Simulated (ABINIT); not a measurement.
# Single-point calculation, with input and output: Ga2O3 (part 2 of 2)

Ga2O3 (10 atoms in the cell); Kohn-Sham DFT of a periodic cell, PBE, PseudoDojo NC SR PBE v0.4.1 standard, no spin polarisation (ABINIT 10.8.3); cutoff 1142.88 eV, 4×4×3 k-mesh, fermi-dirac of 0.05 eV. The structure derives from an entry of the Crystallography Open Database.

Geometry of the input (Å; fractional positions):
```
6.2103  -1.5425  0.0060
6.2103  1.5425  0.0060
-1.4039  0.0000  5.7123
Ga 0.0903  0.0903  0.7950
Ga 0.9097  0.9097  0.2050
Ga 0.6584  0.6584  0.3141
Ga 0.3416  0.3416  0.6859
O  0.1637  0.1637  0.1095
O  0.8363  0.8363  0.8905
O  0.1735  0.1735  0.5639
O  0.8265  0.8265  0.4361
O  0.4957  0.4957  0.2558
O  0.5043  0.5043  0.7442
```

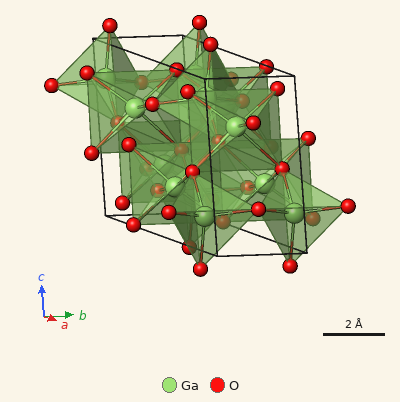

Fig. 1: The input geometry (polyhedral view of the cell 2 times as large as that of the calculation, set on its symmetry axes, seen slightly off an axis; polyhedra are completed across the faces of the cell). An atom can appear more than once, as a periodic image.

**What the program printed, continued**
```
--- !ResultsGS
iteration_state: {dtset: 1, }
comment   : Summary of ground state results
lattice_vectors:
- [ 11.7357222,  -2.9148742,   0.0114031, ]
- [ 11.7357222,   2.9148742,   0.0114031, ]
- [ -2.6529198,   0.0000000,  10.7946060, ]
lattice_lengths: [  12.09230,   12.09230,   11.11582, ]
lattice_angles: [103.339, 103.339,  27.897, ] # degrees, (23, 13, 12)
lattice_volume:   7.3870344E+02
convergence: {deltae: -6.310E-12, res2:  2.262E-11, residm:  3.397E-04, diffor: null, }
etotal    :  -4.05307048E+02
entropy   :   0.00000000E+00
fermie    :   1.63057053E-01
cartesian_stress_tensor: # hartree/bohr^3
- [ -1.76134041E-06,   0.00000000E+00,   5.99155319E-07, ]
- [  0.00000000E+00,   2.43394128E-07,   0.00000000E+00, ]
- [  5.99155319E-07,   0.00000000E+00,   4.91502462E-06, ]
pressure_GPa:  -3.3315E-02
xred      :
- [  9.0337E-02,   9.0337E-02,   7.9499E-01, Ga]
- [  9.0966E-01,   9.0966E-01,   2.0501E-01, Ga]
- [  6.5842E-01,   6.5842E-01,   3.1415E-01, Ga]
- [  3.4158E-01,   3.4158E-01,   6.8585E-01, Ga]
- [  1.6370E-01,   1.6370E-01,   1.0953E-01,  O]
- [  8.3630E-01,   8.3630E-01,   8.9047E-01,  O]
- [  1.7353E-01,   1.7353E-01,   5.6387E-01,  O]
- [  8.2647E-01,   8.2647E-01,   4.3613E-01,  O]
- [  4.9570E-01,   4.9570E-01,   2.5575E-01,  O]
- [  5.0430E-01,   5.0430E-01,   7.4425E-01,  O]
cartesian_forces: # hartree/bohr
- [ -1.72493200E-04,   1.24773770E-20,   1.99504714E-04, ]
- [  1.72493200E-04,  -1.23611410E-20,  -1.99504714E-04, ]
- [  4.49576074E-05,   2.55716349E-21,   8.97799501E-06, ]
- [ -4.49576074E-05,  -2.44092754E-21,  -8.97799501E-06, ]
- [ -2.61568944E-06,  -1.17877608E-22,   6.85158406E-05, ]
- [  2.61568944E-06,  -3.47066205E-22,  -6.85158406E-05, ]
- [  2.30009879E-04,  -9.81582851E-20,   5.64939356E-05, ]
- [ -2.30009879E-04,   9.82745211E-20,  -5.64939356E-05, ]
- [  7.67477286E-05,   1.10759538E-20,   3.20929063E-04, ]
- [ -7.67477286E-05,  -1.09597179E-20,  -3.20929063E-04, ]
force_length_stats: {min:   4.58452927E-05, max:   3.29978298E-04, mean:   1.88994059E-04, }
...

 Integrated electronic density in atomic spheres:
 ------------------------------------------------
 Atom  Sphere_radius  Integrated_density
    1        2.00000         10.86090339
    2        2.00000         10.86090339
    3        2.00000         10.72838520
    4        2.00000         10.72838520
    5        2.00000          6.28668979
    6        2.00000          6.28668979
    7        2.00000          6.26718534
    8        2.00000          6.26718534
    9        2.00000          6.33172753
   10        2.00000          6.33172753
================================================================================

 ----iterations are completed or convergence reached----

 Mean square residual over all n,k,spin=   45.136E-08; max=  33.970E-05
 reduced coordinates (array xred) for   10 atoms
       0.090337040000      0.090337040000      0.794986550000
       0.909662960000      0.909662960000      0.205013450000
       0.658418200000      0.658418200000      0.314145780000
       0.341581800000      0.341581800000      0.685854220000
       0.163701990000      0.163701990000      0.109532900000
       0.836298010000      0.836298010000      0.890467100000
       0.173526780000      0.173526780000      0.563868170000
       0.826473220000      0.826473220000      0.436131830000
       0.495700450000      0.495700450000      0.255751130000
       0.504299550000      0.504299550000      0.744248870000
 rms dE/dt=  1.6923E-03; max dE/dt=  3.2607E-03; dE/dt below (all hartree)
    1       0.002022057310      0.002022057310     -0.002611185406
    2      -0.002022057310     -0.002022057310      0.002611185406
    3      -0.000527712369     -0.000527712369      0.000022355008
    4       0.000527712369      0.000527712369     -0.000022355008
    5       0.000029915713      0.000029915713     -0.000746540717
    6      -0.000029915713     -0.000029915713      0.000746540717
    7      -0.002699976248     -0.002699976248      0.000000367986
    8       0.002699976248      0.002699976248     -0.000000367986
    9      -0.000904349603     -0.000904349603     -0.003260697216
   10       0.000904349603      0.000904349603      0.003260697216

 cartesian coordinates (angstrom) at end:
    1      0.00598248383742    -0.00000000000000     4.54225969415101
    2     11.01070630867173    -0.00000000000000     1.18206829200284
    3      7.73690030201228    -0.00000000000000     1.80242833189591
    4      3.27978849049686    -0.00000000000000     3.92189965425793
    5      1.87949995177412    -0.00000000000000     0.62765598453867
    6      9.13718884073503     0.00000000000000     5.09667200161517
    7      1.36370403443421    -0.00000000000000     3.22305551095692
    8      9.65298475807494     0.00000000000000     2.50127247519693
    9      5.79783397186142     0.00000000000000     1.46689917932417
   10      5.21885482064773     0.00000000000000     4.25742880682967

 cartesian forces (hartree/bohr) at end:
    1     -0.00017249319993     0.00000000000000     0.00019950471398
    2      0.00017249319993    -0.00000000000000    -0.00019950471398
    3      0.00004495760745     0.00000000000000     0.00000897799501
    4     -0.00004495760745    -0.00000000000000    -0.00000897799501
    5     -0.00000261568944    -0.00000000000000     0.00006851584059
    6      0.00000261568944    -0.00000000000000    -0.00006851584059
    7      0.00023000987866    -0.00000000000000     0.00005649393557
    8     -0.00023000987866     0.00000000000000    -0.00005649393557
    9      0.00007674772860     0.00000000000000     0.00032092906291
   10     -0.00007674772860    -0.00000000000000    -0.00032092906291
 frms,max,avg= 1.2684397E-04 3.2092906E-04   0.000E+00  0.000E+00  0.000E+00 h/b

 cartesian forces (eV/Angstrom) at end:
    1     -0.00886995697203     0.00000000000000     0.01025894487125
    2      0.00886995697203    -0.00000000000000    -0.01025894487125
    3      0.00231181312534     0.00000000000000     0.00046166706541
    4     -0.00231181312534    -0.00000000000000    -0.00046166706541
    5     -0.00013450415876    -0.00000000000000     0.00352322618031
    6      0.00013450415876    -0.00000000000000    -0.00352322618031
    7      0.01182758350844    -0.00000000000000     0.00290503496875
    8     -0.01182758350844     0.00000000000000    -0.00290503496875
    9      0.00394652688127     0.00000000000000     0.01650283593939
   10     -0.00394652688127    -0.00000000000000    -0.01650283593939
 frms,max,avg= 6.5225790E-03 1.6502836E-02   0.000E+00  0.000E+00  0.000E+00 e/A
 length scales=  1.000000000000  1.000000000000  1.000000000000 bohr
              =  0.529177210544  0.529177210544  0.529177210544 angstroms
 Fermi (or HOMO) energy (hartree) =   0.16306   Average Vxc (hartree)=  -0.42007
 Eigenvalues (hartree) for nkpt=  17  k points:
 kpt#   1, nband= 53, wtk=  0.02083, kpt=  0.0000  0.0000  0.0000 (reduced coord)
  -0.55871   -0.52049   -0.51922   -0.51530   -0.49888   -0.49888   -0.35779   -0.35649
  -0.35634   -0.35425   -0.35127   -0.35082   -0.35064   -0.35032   -0.34821   -0.34481
  -0.34452   -0.34443   -0.34317   -0.34314   -0.34258   -0.34145   -0.34094   -0.33650
  -0.33114   -0.32878   -0.12667   -0.08862   -0.04876   -0.02322    0.00002    0.02805
   0.03355    0.04492    0.05293    0.05416    0.06473    0.06694    0.08742    0.09767
   0.09948    0.10687    0.11339    0.12283    0.19904    0.32185    0.35561    0.36202
   0.40151    0.43352    0.45455    0.46233    0.52863
      occupation numbers for kpt#   1
   2.00000    2.00000    2.00000    2.00000    2.00000    2.00000    2.00000    2.00000
   2.00000    2.00000    2.00000    2.00000    2.00000    2.00000    2.00000    2.00000
   2.00000    2.00000    2.00000    2.00000    2.00000    2.00000    2.00000    2.00000
   2.00000    2.00000    2.00000    2.00000    2.00000    2.00000    2.00000    2.00000
   2.00000    2.00000    2.00000    2.00000    2.00000    2.00000    2.00000    2.00000
   2.00000    2.00000    2.00000    2.00000    0.00000    0.00000    0.00000    0.00000
   0.00000    0.00000    0.00000    0.00000    0.00000
 prteigrs : prtvol=0 or 1, do not print more k-points.

--- !EnergyTerms
iteration_state     : {dtset: 1, }
comment             : Components of total free energy in Hartree
kinetic             :  3.19932949091385E+02
hartree             :  1.07136233001881E+02
xc                  : -1.09199839364164E+02
Ewald energy        : -2.68509999344031E+02
psp_core            :  1.61952912049250E+01
local_psp           : -3.00599060741395E+02
non_local_psp       : -1.70262621839412E+02
internal            : -4.05307047990810E+02
'-kT*entropy'       : -1.06518356028009E-11
total_energy        : -4.05307047990821E+02
total_energy_eV     : -1.10289666310966E+04
band_energy         : -1.90995891832595E+01
...

 Cartesian components of stress tensor (hartree/bohr^3)
  sigma(1 1)= -1.76134041E-06  sigma(3 2)=  0.00000000E+00
  sigma(2 2)=  2.43394128E-07  sigma(3 1)=  5.99155319E-07
  sigma(3 3)=  4.91502462E-06  sigma(2 1)=  0.00000000E+00

-Cartesian components of stress tensor (GPa)         [Pressure= -3.3315E-02 GPa]
- sigma(1 1)= -5.18204239E-02  sigma(3 2)=  0.00000000E+00
- sigma(2 2)=  7.16090249E-03  sigma(3 1)=  1.76277581E-02
- sigma(3 3)=  1.44605017E-01  sigma(2 1)=  0.00000000E+00

== END DATASET(S) ==============================================================
================================================================================

 -outvars: echo values of variables after computation  --------
            acell      1.0000000000E+00  1.0000000000E+00  1.0000000000E+00 Bohr
           etotal     -4.0530704799E+02
            fcart     -1.7249319993E-04  1.2477376999E-20  1.9950471398E-04
                       1.7249319993E-04 -1.2361141046E-20 -1.9950471398E-04
                       4.4957607448E-05  2.5571634892E-21  8.9779950079E-06
                      -4.4957607448E-05 -2.4409275361E-21 -8.9779950079E-06
                      -2.6156894359E-06 -1.1787760786E-22  6.8515840588E-05
                       2.6156894359E-06 -3.4706620474E-22 -6.8515840588E-05
                       2.3000987866E-04 -9.8158285122E-20  5.6493935568E-05
                      -2.3000987866E-04  9.8274521075E-20 -5.6493935568E-05
                       7.6747728597E-05  1.1075953841E-20  3.2092906291E-04
                      -7.6747728597E-05 -1.0959717888E-20 -3.2092906291E-04
            rprim      1.1735722216E+01 -2.9148741824E+00  1.1403079900E-02
                       1.1735722216E+01  2.9148741824E+00  1.1403079900E-02
                      -2.6529197990E+00  0.0000000000E+00  1.0794605989E+01
           strten     -1.7613404065E-06  2.4339412835E-07  4.9150246194E-06
                       0.0000000000E+00  5.9915531903E-07  0.0000000000E+00
           xangst      5.9824838374E-03 -9.4816750520E-18  4.5422596942E+00
                       1.1010706309E+01 -2.9895925093E-17  1.1820682920E+00
                       7.7369003020E+00 -2.7163042403E-17  1.8024283319E+00
                       3.2797884905E+00 -9.7139667463E-18  3.9218996543E+00
                       1.8794999518E+00 -7.1118060257E-18  6.2765598454E-01
                       9.1371888407E+00  9.5237514514E-17  5.0966720016E+00
                       1.3637040344E+00 -4.2744787201E-17  3.2230555110E+00
                       9.6529847581E+00  7.5554981966E-17  2.5012724752E+00
                       5.7978339719E+00  1.6567343300E-17  1.4668991793E+00
                       5.2188548206E+00  5.3061198758E-18  4.2574288068E+00
             xred      9.0337040000E-02  9.0337040000E-02  7.9498655000E-01
                       9.0966296000E-01  9.0966296000E-01  2.0501345000E-01
                       6.5841820000E-01  6.5841820000E-01  3.1414578000E-01
                       3.4158180000E-01  3.4158180000E-01  6.8585422000E-01
                       1.6370199000E-01  1.6370199000E-01  1.0953290000E-01
                       8.3629801000E-01  8.3629801000E-01  8.9046710000E-01
                       1.7352678000E-01  1.7352678000E-01  5.6386817000E-01
                       8.2647322000E-01  8.2647322000E-01  4.3613183000E-01
                       4.9570045000E-01  4.9570045000E-01  2.5575113000E-01
                       5.0429955000E-01  5.0429955000E-01  7.4424887000E-01
 Calculation completed.
```
